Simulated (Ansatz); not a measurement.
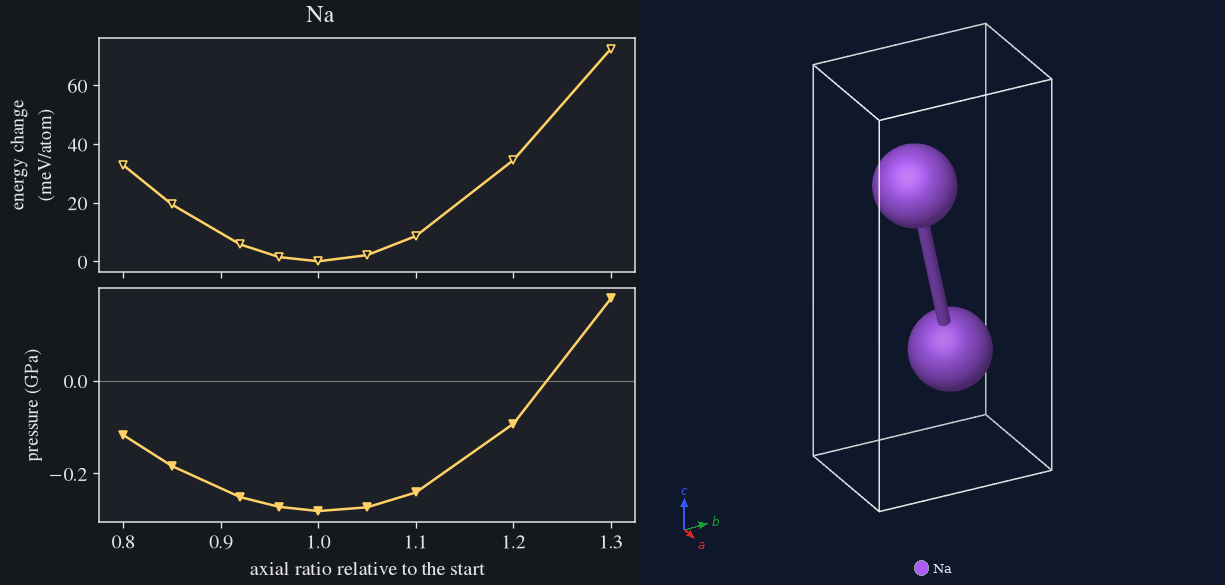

The figure shows the energy change and pressure against relative axial ratio for Na, space group P6_3/mmc (No. 194). The cell is drawn beside the plot.

Structure:
```xyz
2
Lattice="3.7670 0.0000 0.0000 -1.8835 3.2623 0.0000 0.0000 0.0000 6.1540" Properties=species:S:1:pos:R:3 pbc="T T T"
Na    0.0000    2.1749    1.5385
Na    1.8835    1.0874    4.6155
```

Method: deformation of a crystal at fixed volume, lengths along the axis scaled against those across it, fractional coordinates fixed, by plane-wave density functional theory with PAW datasets, free energies less that of the undisturbed cell, pressure positive in compression; scalar-relativistic (Ansatz 0.2.0). Level: PBEsol, no spin polarisation.

- wave cutoff: 420 eV
- k mesh: 18×18×10
- occupations: Gaussian
- smearing width: 0.15 eV
- k shift: (0, 0, 0) (mesh steps)
- start: as given
- path: axial
- axis direction: (0, 0, 1) (Cartesian unit vector)

Where does the curve of the energy change have its lowest point?

Answer. The lowest computed point is at relative axial ratio 1.00 (0.00 meV/atom), and no other minimum shows.

What does the pressure do across the range?

Answer. It goes from −0.117 GPa at relative axial ratio 0.80 to 0.177 GPa at 1.30, not monotonically, with a low of −0.281 GPa at 1.00, and changes sign near 1.23.

Note: reference crystal is not relaxed; shape and atomic fractions are frozen while scaling, which makes layered, chain and framework solids too stiff.
